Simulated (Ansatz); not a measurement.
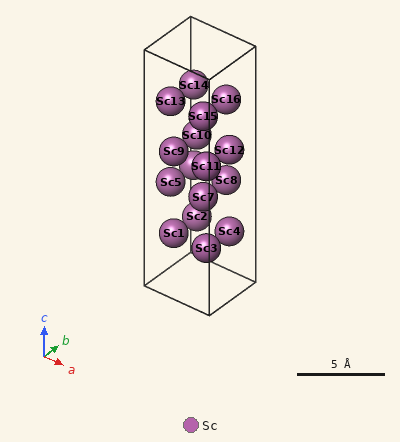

The input geometry of run A (spheres-only view of the cell of the calculation, with the vacuum cut short, seen slightly off an axis; atoms are numbered from 1 in the order of the input). An atom can appear more than once, as a periodic image.

# Sc: one change and its effect

System: Sc (slab, 16 atoms in the cell).
Method of run A: DFT, LDA, plane waves, PAW, no spin polarisation (Ansatz 0.2.0).

The structure derives from an entry of the Crystallography Open Database. Text and figures count atoms from 1; the logs count them from 0 in places.

The input, run A:
```yaml
crystal:
  lattice:
    - [6.4591689165, 0.0, 0.0]
    - [-3.2295844583, 5.5938043691, 0.0]
    - [0.0, 0.0, 22.9154736157]
  atoms:
    - { symbol: Sc, position: [0.3333333333, 0.1666666667, 0.1745545419] }
    - { symbol: Sc, position: [0.3333333333, 0.6666666667, 0.1745545419] }
    - { symbol: Sc, position: [0.8333333333, 0.1666666667, 0.1745545419] }
    - { symbol: Sc, position: [0.8333333333, 0.6666666667, 0.1745545419] }
    - { symbol: Sc, position: [0.1666666667, 0.3333333333, 0.2833228634] }
    - { symbol: Sc, position: [0.1666666667, 0.8333333333, 0.2833228634] }
    - { symbol: Sc, position: [0.6666666667, 0.3333333333, 0.2833228634] }
    - { symbol: Sc, position: [0.6666666667, 0.8333333333, 0.2833228634] }
    - { symbol: Sc, position: [0.3333333333, 0.1666666667, 0.3924187812] }
    - { symbol: Sc, position: [0.3333333333, 0.6666666667, 0.3924187812] }
    - { symbol: Sc, position: [0.8333333333, 0.1666666667, 0.3924187812] }
    - { symbol: Sc, position: [0.8333333333, 0.6666666667, 0.3924187812] }
    - { symbol: Sc, position: [0.1666666667, 0.3333333333, 0.498155692] }
    - { symbol: Sc, position: [0.1666666667, 0.8333333333, 0.498155692] }
    - { symbol: Sc, position: [0.6666666667, 0.3333333333, 0.498155692] }
    - { symbol: Sc, position: [0.6666666667, 0.8333333333, 0.498155692] }
basis:
  ecutwfc: 420
  ecutrho_ratio: 6
kpoints:
  mp_grid: { grid: [6, 6, 1] }
hamiltonian:
  xc: lda
scf:
  occupations: { method: gaussian, width: 0.1 }
output:
  forces: true
  eigenvalues: true
efield:
  axis: 3
  dipole_correction: true
  ramp_width: 0.04
```

Launched with:
```bash
ansatz run input.yaml --threads 4 --pin off --max-ram 12288MiB --backend cpu --events-out ev --progress --plain --runs-dir out
```

Hardware: 4 threads of Arm Neoverse N1, 98 GiB of memory available, shared host.

Output, shortened to warnings, some set-up lines, iterations and results (run A):
```
Basis set: ecut = 420 eV, 16205 PW (Γ)
Symmetry: 24 space group operations
k-points: 7 of 36 (time reversal used)
Initial density: superposition of atomic densities (neutral atoms: chi_scale 0, normalization atom), corrected by the library's trained network
[...]
SCF iter   1: F=—  HF=-33418.027309 eV  |F-HF|=—  |Δ(HF+E_count)|=         —  Δρ=7.82e-3  dr2=9.61e0  ethr=1.77e-3  p=0.004 e·Å  D=8.50e-4 V/Å  ΔV_dip=-0.02 eV  …
SCF iter   2: F=—  HF=-33417.750321 eV  |F-HF|=—  |Δ(HF+E_count)|=   2.77e-1  Δρ=4.00e-3  dr2=1.55e0  ethr=1.77e-3  p=-0.009 e·Å  D=-2.07e-3 V/Å  ΔV_dip=0.05 eV  …
SCF iter   3: F=—  HF=-33417.720659 eV  |F-HF|=—  |Δ(HF+E_count)|=   2.97e-2  Δρ=1.30e-3  dr2=2.80e-1  ethr=8.79e-4  p=0.001 e·Å  D=2.48e-4 V/Å  ΔV_dip=-0.01 eV  …
SCF iter   4: F=—  HF=-33417.715902 eV  |F-HF|=—  |Δ(HF+E_count)|=   4.76e-3  Δρ=4.68e-4  dr2=1.12e-2  ethr=1.59e-4  p=0.002 e·Å  D=4.46e-4 V/Å  ΔV_dip=-0.01 eV  …
SCF iter   5: F=—  HF=-33417.715811 eV  |F-HF|=—  |Δ(HF+E_count)|=   9.13e-5  Δρ=1.65e-4  dr2=3.66e-3  ethr=6.35e-6  p=0.004 e·Å  D=8.19e-4 V/Å  ΔV_dip=-0.02 eV  …
SCF iter   6: F=—  HF=-33417.715792 eV  |F-HF|=—  |Δ(HF+E_count)|=   1.86e-5  Δρ=5.75e-5  dr2=2.06e-4  ethr=2.08e-6  p=0.005 e·Å  D=1.03e-3 V/Å  ΔV_dip=-0.02 eV  …
SCF iter   7: F=—  HF=-33417.715773 eV  |F-HF|=—  |Δ(HF+E_count)|=   1.94e-5  Δρ=2.07e-5  dr2=5.16e-5  ethr=1.17e-7  p=0.005 e·Å  D=1.16e-3 V/Å  ΔV_dip=-0.03 eV  …
SCF iter   8: F=—  HF=-33417.715514 eV  |F-HF|=—  |Δ(HF+E_count)|=   2.59e-4  Δρ=1.09e-5  dr2=1.74e-5  ethr=2.93e-8  p=0.006 e·Å  D=1.24e-3 V/Å  ΔV_dip=-0.03 eV  …
SCF iter   9: F=—  HF=-33417.715514 eV  |F-HF|=—  |Δ(HF+E_count)|=   1.07e-8  Δρ=4.37e-6  dr2=7.81e-7  ethr=9.89e-9  p=0.006 e·Å  D=1.31e-3 V/Å  ΔV_dip=-0.03 eV  …
SCF iter  10: F=—  HF=-33417.715514 eV  |F-HF|=—  |Δ(HF+E_count)|=   2.90e-8  Δρ=1.71e-6  dr2=2.49e-7  ethr=4.44e-10  p=0.006 e·Å  D=1.34e-3 V/Å  ΔV_dip=-0.03 eV  …
SCF iter  11: F=-33417.715514 eV  HF=-33417.715514 eV  |F-HF|=3.52e-8  |Δ(HF+E_count)|=   5.41e-9  Δρ=9.58e-7  dr2=3.73e-8  ethr=5.68e-11  p=0.006 e·Å  D=1.34e-3 V/Å  …
SCF 1 converged in 11 iterations: F = -33417.715514 eV  dr2 = 3.73e-8
SCF converged after 11 iterations
Free energy (F): -33417.715514 eV
Harris-Foulkes:  -33417.715514 eV  (|F-HF|=3.52e-8)
Internal energy: -33417.485303 eV  (E = F + TS)
E sigma→0 (E₀):  -33417.600408 eV
Entropy (-TS):   -0.230211 eV (-14.388 meV/atom)
Fermi energy:    2.453892 eV
Dipole field:    D = 0.001300 V/Å  (p = 0.005946 e·Å, saw-weighted, corrected)
Work function:   Φ+ = 3.6807 eV   Φ− = 3.7105 eV
Levels:          The Fermi level and band energies are counted from a zero that moves with the ramp; work functions are not
--- Per-component energies (eV) ---
  E_band       = -3847.814970
  E_kinetic    = 4172.496557
  E_local      = -111702.754956  (includes V_loc(G=0)·N_el)
  E_nonlocal   = 1403.470407
  E_hartree    = 53103.445793
  E_xc         = -1642.338246
  E_vxc        = -2046.950747  (∫ρ·V_xc dr)
  E_paw        = -14564.222020  (= ΣΔE_a)
  E_vpaw       = -1880.957354  (= ΣTr[D̂ρ^β])
  E_aug_tail   = 0.000015  (compensation charges beyond the density's cutoff)
  E_efield     = 0.000004  (sawtooth field / dipole correction)
  E_vefield    = -0.003964  (∫n·V_field dr)
  E_ewald      = 35807.538379
  E_core_change = 4.878764  (= ΣΔE_core)
  E_smearing   = -0.230211  (= −TS)
  E_closure    = -0.000000  (closes the sum)
  Σ components = -33417.715514   (vs F -33417.715514, Δ=0.00e0)
--- Forces (eV/Å), atoms counted from 1 ---
  atom   1  Sc    -0.00000000    -0.00000000     0.15725710
  atom   2  Sc     0.00000000    -0.00000000     0.15725710
  atom   3  Sc     0.00000000     0.00000000     0.15725710
  atom   4  Sc     0.00000000     0.00000000     0.15725710
  atom   5  Sc    -0.00000000    -0.00000000    -0.19216372
  atom   6  Sc    -0.00000000     0.00000000    -0.19216372
  atom   7  Sc    -0.00000000     0.00000000    -0.19216372
  atom   8  Sc    -0.00000000     0.00000000    -0.19216372
  atom   9  Sc     0.00000000    -0.00000000     0.03811064
  atom  10  Sc     0.00000000     0.00000000     0.03811064
  atom  11  Sc     0.00000000    -0.00000000     0.03811064
  atom  12  Sc     0.00000000     0.00000000     0.03811064
  atom  13  Sc    -0.00000000     0.00000000    -0.00321931
  atom  14  Sc    -0.00000000     0.00000000    -0.00321931
  atom  15  Sc     0.00000000     0.00000000    -0.00321931
  atom  16  Sc    -0.00000000     0.00000000    -0.00321931
  max |Σ_I F_I| component: 6.12e-5 eV/Å
```

For run B the input was changed thus:
```diff
-  ecutrho_ratio: 6
```

How does run B compare with run A?

The energy doesn't change within 0.01 meV per atom. The number of SCF iterations is the same.

Output, shortened to warnings, some set-up lines, iterations and results (run B):
```
Basis set: ecut = 420 eV, 16205 PW (Γ)
Symmetry: 24 space group operations
k-points: 7 of 36 (time reversal used)
Initial density: superposition of atomic densities (neutral atoms: chi_scale 0, normalization atom), corrected by the library's trained network
[...]
SCF iter   1: F=—  HF=-33418.027651 eV  |F-HF|=—  |Δ(HF+E_count)|=         —  Δρ=7.82e-3  dr2=9.61e0  ethr=1.77e-3  p=0.004 e·Å  D=8.34e-4 V/Å  ΔV_dip=-0.02 eV  …
SCF iter   2: F=—  HF=-33417.753079 eV  |F-HF|=—  |Δ(HF+E_count)|=   2.75e-1  Δρ=4.01e-3  dr2=1.59e0  ethr=1.77e-3  p=-0.009 e·Å  D=-2.05e-3 V/Å  ΔV_dip=0.05 eV  …
SCF iter   3: F=—  HF=-33417.720657 eV  |F-HF|=—  |Δ(HF+E_count)|=   3.24e-2  Δρ=1.31e-3  dr2=2.83e-1  ethr=9.03e-4  p=0.001 e·Å  D=2.48e-4 V/Å  ΔV_dip=-0.01 eV  …
SCF iter   4: F=—  HF=-33417.715881 eV  |F-HF|=—  |Δ(HF+E_count)|=   4.78e-3  Δρ=4.75e-4  dr2=1.23e-2  ethr=1.61e-4  p=0.002 e·Å  D=4.47e-4 V/Å  ΔV_dip=-0.01 eV  …
SCF iter   5: F=—  HF=-33417.715804 eV  |F-HF|=—  |Δ(HF+E_count)|=   7.63e-5  Δρ=1.64e-4  dr2=3.54e-3  ethr=7.00e-6  p=0.004 e·Å  D=8.25e-4 V/Å  ΔV_dip=-0.02 eV  …
SCF iter   6: F=—  HF=-33417.715798 eV  |F-HF|=—  |Δ(HF+E_count)|=   6.22e-6  Δρ=5.59e-5  dr2=1.71e-4  ethr=2.01e-6  p=0.005 e·Å  D=1.03e-3 V/Å  ΔV_dip=-0.02 eV  …
SCF iter   7: F=—  HF=-33417.715769 eV  |F-HF|=—  |Δ(HF+E_count)|=   2.96e-5  Δρ=2.21e-5  dr2=6.06e-5  ethr=9.73e-8  p=0.005 e·Å  D=1.16e-3 V/Å  ΔV_dip=-0.03 eV  …
SCF iter   8: F=—  HF=-33417.715498 eV  |F-HF|=—  |Δ(HF+E_count)|=   2.70e-4  Δρ=1.17e-5  dr2=2.03e-5  ethr=3.44e-8  p=0.006 e·Å  D=1.24e-3 V/Å  ΔV_dip=-0.03 eV  …
SCF iter   9: F=—  HF=-33417.715499 eV  |F-HF|=—  |Δ(HF+E_count)|=   1.75e-7  Δρ=4.17e-6  dr2=8.24e-7  ethr=1.15e-8  p=0.006 e·Å  D=1.31e-3 V/Å  ΔV_dip=-0.03 eV  …
SCF iter  10: F=—  HF=-33417.715499 eV  |F-HF|=—  |Δ(HF+E_count)|=   5.73e-8  Δρ=1.87e-6  dr2=3.08e-7  ethr=4.68e-10  p=0.006 e·Å  D=1.34e-3 V/Å  ΔV_dip=-0.03 eV  …
SCF iter  11: F=-33417.715499 eV  HF=-33417.715499 eV  |F-HF|=3.21e-8  |Δ(HF+E_count)|=   5.29e-9  Δρ=9.66e-7  dr2=3.86e-8  ethr=5.68e-11  p=0.006 e·Å  D=1.35e-3 V/Å  …
SCF 1 converged in 11 iterations: F = -33417.715499 eV  dr2 = 3.86e-8
SCF converged after 11 iterations
Free energy (F): -33417.715499 eV
Harris-Foulkes:  -33417.715499 eV  (|F-HF|=3.21e-8)
Internal energy: -33417.485287 eV  (E = F + TS)
E sigma→0 (E₀):  -33417.600393 eV
Entropy (-TS):   -0.230212 eV (-14.388 meV/atom)
Fermi energy:    2.453876 eV
Dipole field:    D = 0.001315 V/Å  (p = 0.006017 e·Å, saw-weighted, corrected)
Work function:   Φ+ = 3.6805 eV   Φ− = 3.7107 eV
Levels:          The Fermi level and band energies are counted from a zero that moves with the ramp; work functions are not
--- Per-component energies (eV) ---
  E_band       = -3847.817811
  E_kinetic    = 4172.496572
  E_local      = -111702.750577  (includes V_loc(G=0)·N_el)
  E_nonlocal   = 1403.470458
  E_hartree    = 53103.441218
  E_xc         = -1642.338217
  E_vxc        = -2046.950734  (∫ρ·V_xc dr)
  E_paw        = -14564.222042  (= ΣΔE_a)
  E_vpaw       = -1880.957378  (= ΣTr[D̂ρ^β])
  E_aug_tail   = 0.000155  (compensation charges beyond the density's cutoff)
  E_efield     = 0.000004  (sawtooth field / dipole correction)
  E_vefield    = -0.004011  (∫n·V_field dr)
  E_ewald      = 35807.538379
  E_core_change = 4.878764  (= ΣΔE_core)
  E_smearing   = -0.230212  (= −TS)
  E_closure    = 0.000000  (closes the sum)
  Σ components = -33417.715499   (vs F -33417.715499, Δ=0.00e0)
--- Forces (eV/Å), atoms counted from 1 ---
  atom   1  Sc    -0.00000000     0.00000000     0.15721954
  atom   2  Sc    -0.00000000     0.00000000     0.15721954
  atom   3  Sc     0.00000000     0.00000000     0.15721954
  atom   4  Sc     0.00000000    -0.00000000     0.15721954
  atom   5  Sc     0.00000000     0.00000000    -0.19217175
  atom   6  Sc     0.00000000    -0.00000000    -0.19217175
  atom   7  Sc     0.00000000     0.00000000    -0.19217175
  atom   8  Sc    -0.00000000     0.00000000    -0.19217175
  atom   9  Sc     0.00000000    -0.00000000     0.03809961
  atom  10  Sc     0.00000000    -0.00000000     0.03809961
  atom  11  Sc    -0.00000000    -0.00000000     0.03809961
  atom  12  Sc     0.00000000    -0.00000000     0.03809961
  atom  13  Sc    -0.00000000     0.00000000    -0.00321057
  atom  14  Sc    -0.00000000     0.00000000    -0.00321057
  atom  15  Sc    -0.00000000    -0.00000000    -0.00321057
  atom  16  Sc    -0.00000000    -0.00000000    -0.00321057
  max |Σ_I F_I| component: 2.53e-4 eV/Å
```

The two runs side by side:

| quantity | run A | run B |
| --- | --- | --- |
| outcome | converged | converged |
| free energy per atom (eV) | −2088.6072 | −2088.6072 |
| energy per atom, smearing taken to zero (eV) | −2088.6000 | −2088.6000 |
| gap on the mesh (eV) | 0.00 | 0.00 |
| largest force (eV/Å) | 0.192 | 0.192 |
| SCF iterations | 11 | 11 |
| irreducible k-points | 7 | 7 |
| plane waves at Γ | 16205 | 16205 |
| work function (eV) | – | 3.68 |
| wall time (shared host) | 29 s | 28 s |
